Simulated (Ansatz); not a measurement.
## What a change does: band-structure calculation on BN

System: BN (4 atoms in the cell).
Method of run A: DFT, PBE, plane waves, PAW, no spin polarisation (Ansatz 0.2.0).

The structure was built on a prototype by a generator. The geometry comes from this level: r2SCAN (a point of a series of strains). Text and figures count atoms from 1; the logs count them from 0 in places.

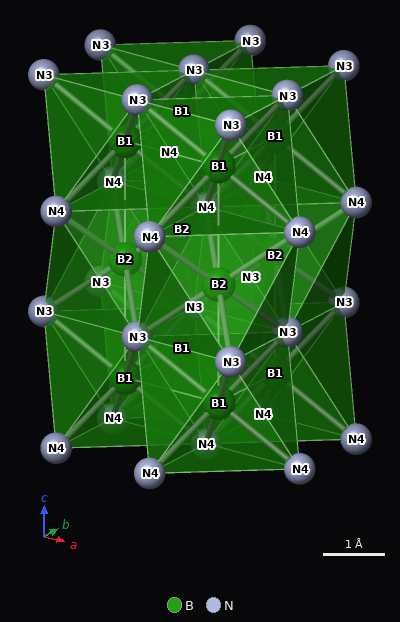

Figure 1. The structure as given in the input (polyhedral view of the cell of the calculation, seen slightly off an axis; polyhedra are completed across the faces of the cell; atoms are numbered from 1 in the order of the input).

Input file, run A:
```yaml
crystal:
  lattice:
    - [2.4913353474, 0.0, 0.0]
    - [-1.2456676737, 2.1575597002, 0.0]
    - [0.0, 0.0, 3.9818540983]
  atoms:
    - { symbol: B, position: [0.0, 0.0, 0.0] }
    - { symbol: B, position: [0.0, 0.0, 0.5] }
    - { symbol: "N", position: [0.3333333333, 0.6666666667, 0.25] }
    - { symbol: "N", position: [0.6666666667, 0.3333333333, 0.75] }
kpoints:
  mp_grid: { grid: [12, 12, 6] }
  band_path:
    path:
      - [0.0, 0.0, 0.0]
      - [0.5, 0.0, 0.0]
      - [0.3333333333, 0.3333333333, 0.0]
      - [0.0, 0.0, 0.5]
      - [0.5, 0.0, 0.5]
      - [0.3333333333, 0.3333333333, 0.5]
      - [0.0, 0.1666666667, 0.0]
      - [0.25, 0.25, 0.1666666667]
    npoints: 1
hamiltonian:
  xc: pbe
scf:
  occupations: { method: fermi_dirac, width: 0.02 }
  n_extra_bands: 5
output:
  forces: true
  stress: true
  eigenvalues: true
```

Hardware: 4 threads of an Arm (aarch64) CPU, shared host.

Output, shortened to warnings, some set-up lines, iterations and results (run A):
```
Basis set: ecut = 420 eV, 391 PW (Γ), exchange–correlation on 36×36×54 points (8 copies of the dense FFT grid, shifted against one another)
Symmetry: 24 space group operations
k-points: 76 of 864
Initial density: superposition of atomic densities (neutral atoms: chi_scale 0, normalization atom), corrected by the library's trained network
[...]
SCF iter   1: F=—  HF=-1077.492652 eV  |F-HF|=—  |Δ(HF+E_count)|=         —  Δρ=1.49e-2  dr2=4.02e-2  ethr=1.77e-3  ⟨swp⟩=5.4  Hψ=5504  notcnv=0
SCF iter   2: F=—  HF=-1077.482657 eV  |F-HF|=—  |Δ(HF+E_count)|=   9.99e-3  Δρ=5.06e-3  dr2=3.54e-3  ethr=2.51e-4  ⟨swp⟩=2.7  Hψ=2323  notcnv=0  defer=76
SCF iter   3: F=—  HF=-1077.481728 eV  |F-HF|=—  |Δ(HF+E_count)|=   9.30e-4  Δρ=1.59e-3  dr2=2.29e-4  ethr=2.21e-5  ⟨swp⟩=2.0  Hψ=1686  notcnv=0  defer=76
SCF iter   4: F=—  HF=-1077.481842 eV  |F-HF|=—  |Δ(HF+E_count)|=   1.14e-4  Δρ=1.82e-4  dr2=1.96e-6  ethr=1.43e-6  ⟨swp⟩=2.3  Hψ=1534  notcnv=0  defer=76
SCF iter   5: F=—  HF=-1077.481841 eV  |F-HF|=—  |Δ(HF+E_count)|=   7.95e-7  Δρ=1.41e-5  dr2=2.35e-8  ethr=1.23e-8  ⟨swp⟩=2.5  Hψ=1520  notcnv=0  defer=76
SCF iter   6: F=-1077.481841 eV  HF=-1077.481841 eV  |F-HF|=8.19e-11  |Δ(HF+E_count)|=   1.24e-9  Δρ=2.92e-6  dr2=9.47e-10  ethr=1.47e-10  ⟨swp⟩=4.9  Hψ=3949  notcnv=0
SCF 1 converged in 6 iterations: F = -1077.481841 eV  dr2 = 9.47e-10
NSCF: frozen V_eff on 8 k-points
SCF converged after 6 iterations
Free energy (F): -1077.481841 eV
Harris-Foulkes:  -1077.481841 eV  (|F-HF|=8.19e-11)
Internal energy: -1077.481841 eV  (E = F + TS)
E sigma→0 (E₀):  -1077.481841 eV
Fermi energy:    15.188493 eV
--- Per-component energies (eV) ---
  E_band       = 91.358304
  E_kinetic    = 367.777199
  E_local      = -257.657331  (includes V_loc(G=0)·N_el)
  E_nonlocal   = 111.684778
  E_hartree    = 72.692465
  E_xc         = -186.573226
  E_vxc        = -232.374257  (∫ρ·V_xc dr)
  E_paw        = -411.486575  (= ΣΔE_a)
  E_vpaw       = -43.457287  (= ΣTr[D̂ρ^β])
  E_aug_tail   = 0.000182  (compensation charges beyond the density's cutoff)
  E_ewald      = -773.919333
  E_smearing   = -0.000000  (= −TS)
  E_closure    = -0.000000  (closes the sum)
  Σ components = -1077.481841   (vs F -1077.481841, Δ=0.00e0)
--- Forces (eV/Å), atoms counted from 1 ---
  atom   1  B      0.00000000    -0.00000000    -0.00000000
  atom   2  B     -0.00000000     0.00000000     0.00000000
  atom   3  N     -0.00000000     0.00000000     0.00000000
  atom   4  N     -0.00000000    -0.00000000    -0.00000000
  max |Σ_I F_I| component: 4.44e-16 eV/Å
--- Stress (GPa, compression-positive) ---
        4.188095       0.000000      -0.000000
       -0.000000       4.188095      -0.000000
       -0.000000       0.000000      11.862457
  P = ⅓ Tr σ = 6.7462 GPa (67.462 kbar)
```

For run B the input was changed thus:
```diff
-  xc: pbe
+  xc: r2scan
-  occupations: { method: fermi_dirac, width: 0.02 }
+  occupations: { method: fixed }
```

How does run B compare with run A?

The total energies belong to different methods, so their difference says nothing on which is more stable or more accurate. The gap on the mesh goes from 1.67 to 1.92 eV. The pressure goes from 6.75 to 2.03 GPa. The functional changes from PBE to r2SCAN. The number of SCF iterations is the same. The default cutoff goes from 420 to 500 eV with the change. The plane waves at Γ go from 391 to 549.

Output, shortened to warnings, some set-up lines, iterations and results (run B):
```
Basis set: ecut = 500 eV, 549 PW (Γ), exchange–correlation on 80×80×120 points (64 copies of the dense FFT grid, shifted against one another)
Symmetry: 24 space group operations
k-points: 76 of 864
Initial density: superposition of atomic densities (neutral atoms: chi_scale 0, normalization atom), corrected by the library's trained network
[...]
SCF iter   1: F=—  HF=-1080.292378 eV  |F-HF|=—  |Δ(HF+E_count)|=         —  Δρ=2.63e-2  dr2=1.35e-1  dr2_τ=5.05e-1  ethr=1.77e-3  ⟨swp⟩=5.6  Hψ=5012  notcnv=0  defer=197
SCF iter   2: F=—  HF=-1080.478121 eV  |F-HF|=—  |Δ(HF+E_count)|=   1.86e-1  Δρ=9.14e-3  dr2=6.20e-3  dr2_τ=4.21e-3  ethr=8.46e-4  ⟨swp⟩=2.0  Hψ=2321  notcnv=0  defer=199
SCF iter   3: F=—  HF=-1080.478832 eV  |F-HF|=—  |Δ(HF+E_count)|=   7.11e-4  Δρ=4.11e-3  dr2=1.52e-3  dr2_τ=1.13e-4  ethr=3.87e-5  ⟨swp⟩=2.6  Hψ=1578  notcnv=0  defer=225
SCF iter   4: F=—  HF=-1080.478894 eV  |F-HF|=—  |Δ(HF+E_count)|=   6.18e-5  Δρ=7.24e-4  dr2=3.86e-5  dr2_τ=5.24e-6  ethr=9.50e-6  ⟨swp⟩=2.7  Hψ=1567  notcnv=0  defer=225
SCF iter   5: F=—  HF=-1080.478897 eV  |F-HF|=—  |Δ(HF+E_count)|=   3.26e-6  Δρ=1.12e-4  dr2=8.87e-7  dr2_τ=8.19e-8  ethr=2.41e-7  ⟨swp⟩=2.6  Hψ=1546  notcnv=0  defer=107
SCF iter   6: F=-1080.478897 eV  HF=-1080.478897 eV  |F-HF|=2.71e-9  |Δ(HF+E_count)|=   3.58e-7  Δρ=8.41e-6  dr2=6.88e-9  dr2_τ=2.11e-10  ethr=6.25e-10  ⟨swp⟩=10.5  Hψ=5956  …
SCF 1 converged in 6 iterations: F = -1080.478897 eV  dr2 = 6.88e-9
NSCF: frozen V_eff on 8 k-points
SCF converged after 6 iterations
Free energy (F): -1080.478897 eV
Harris-Foulkes:  -1080.478897 eV  (|F-HF|=2.71e-9)
Internal energy: -1080.478897 eV  (E = F + TS)
E sigma→0 (E₀):  -1080.478897 eV
Fermi energy:    14.245577 eV
--- Per-component energies (eV) ---
  E_band       = 82.991512
  E_kinetic    = 368.195644
  E_local      = -257.292081  (includes V_loc(G=0)·N_el)
  E_nonlocal   = 109.958152
  E_hartree    = 73.938469
  E_xc         = -183.848325
  E_vxc        = -255.521690  (∫ρ·V_xc dr)
  E_paw        = -417.415451  (= ΣΔE_a)
  E_vpaw       = -44.641652  (= ΣTr[D̂ρ^β])
  E_aug_tail   = 0.000040  (compensation charges beyond the density's cutoff)
  E_vtau       = 14.416635  (kinetic-family band-sum trace: ∫τ·v_τ [+ j·A + Jᵃ·Aᵃ] dr)
  E_ewald      = -773.919333
  E_core_change = -0.096013  (= ΣΔE_core)
  E_smearing   = -0.000000  (= −TS)
  E_closure    = 0.000000  (closes the sum)
  Σ components = -1080.478897   (vs F -1080.478897, Δ=0.00e0)
--- Forces (eV/Å), atoms counted from 1 ---
  atom   1  B      0.00000000     0.00000000    -0.00000000
  atom   2  B     -0.00000000     0.00000000     0.00000000
  atom   3  N      0.00000000     0.00000000     0.00000000
  atom   4  N      0.00000000    -0.00000000    -0.00000000
  max |Σ_I F_I| component: 4.44e-16 eV/Å
--- Stress (GPa, compression-positive) ---
        0.175763       0.000000      -0.000000
       -0.000000       0.175763      -0.000000
       -0.000000      -0.000000       5.730434
  P = ⅓ Tr σ = 2.0273 GPa (20.273 kbar)
```

The two runs side by side:

| quantity | run A | run B |
| --- | --- | --- |
| outcome | converged | converged |
| free energy per atom (eV) | −269.3705 | −270.1197 |
| gap on the mesh (eV) | 1.67 | 1.92 |
| pressure (GPa) | 6.75 | 2.03 |
| largest force (eV/Å) | 0.000 | 0.000 |
| SCF iterations | 6 | 6 |
| irreducible k-points | 76 | 76 |
| plane waves at Γ | 391 | 549 |
| wall time (shared host) | 0.57 s | 1.1 s |
